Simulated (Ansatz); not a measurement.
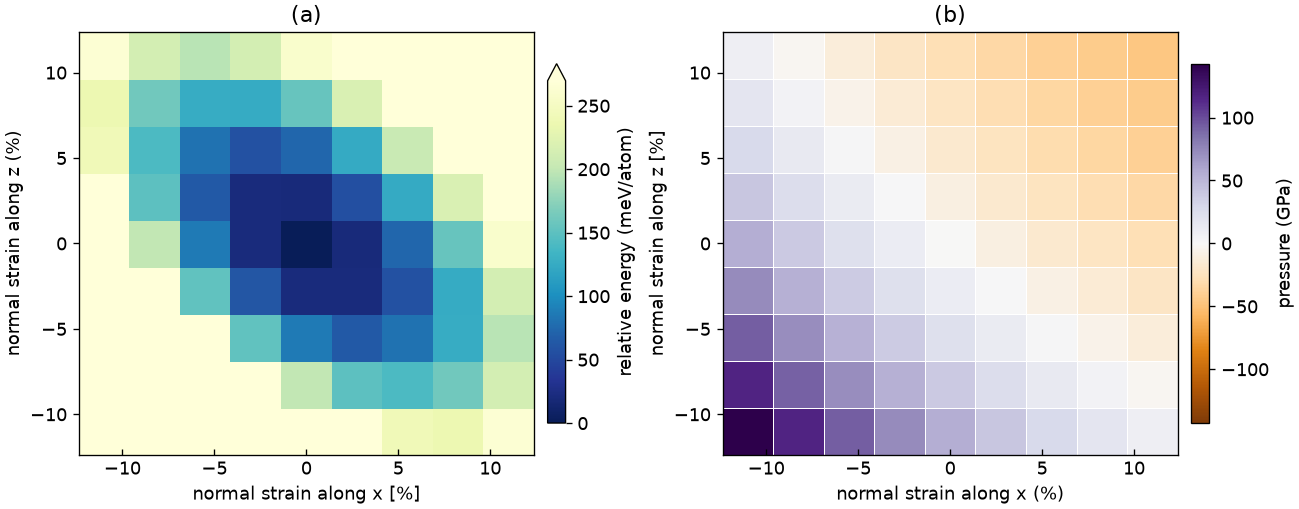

Re (Fm-3m, No. 225; 1 atom in the cell). 
- The energy is mapped over two homogeneous strains (x, y and z along the cube axes).
- First axis: normal strain along x. Second axis: normal strain along z.
- Nothing is relaxed (symmetry fixes all fractional coordinates).
- The scan uses a 9 × 9 grid; 45 points were computed and 36 follow by symmetry.
- Points are written as (first, second).
- Energies: meV/atom, counted from the lowest grid point.
- The cutoff or the k-mesh is coarse on purpose, so the values aren't converged.
- The calculation used DFT PBE, scalar-relativistic, plane waves, PAW (Ansatz 0.2.0). Settings: cutoff 420 eV, k-mesh 10×10×10, gaussian smearing 0.15 eV, no spin polarisation.

Panel (a) is the energy; panel (b) is the computed pressure, in GPa.

In the figure: one coloured cell a grid point, one colour for all values above the top of the scale.

> How does the pressure vary over the map, and what is it at the lowest grid point?

It runs from −46 GPa at (11.00 %, 11.00 %) to 143 GPa at (−11.00 %, −11.00 %). At the lowest grid point, (0.00 %, 0.00 %), it is 0 GPa.

| normal strain along z ↓, normal strain along x → | −11.00 | −8.25 | −5.50 | −2.75 | 0.00 | 2.75 | 5.50 | 8.25 | 11.00 |
| --- | --- | --- | --- | --- | --- | --- | --- | --- | --- |
| 11.00 | 8 | −3 | −13 | −21 | −29 | −34 | −39 | −43 | −46 |
| 8.25 | 18 | 5 | −6 | −15 | −23 | −30 | −35 | −40 | −43 |
| 5.50 | 29 | 14 | 2 | −8 | −17 | −24 | −30 | −35 | −39 |
| 2.75 | 41 | 25 | 12 | 0 | −9 | −18 | −24 | −30 | −34 |
| 0.00 | 56 | 38 | 23 | 11 | 0 | −9 | −17 | −23 | −29 |
| −2.75 | 73 | 54 | 37 | 23 | 11 | 0 | −8 | −15 | −21 |
| −5.50 | 93 | 72 | 53 | 37 | 23 | 12 | 2 | −6 | −13 |
| −8.25 | 116 | 92 | 72 | 54 | 38 | 25 | 14 | 5 | −3 |
| −11.00 | 143 | 116 | 93 | 73 | 56 | 41 | 29 | 18 | 8 |
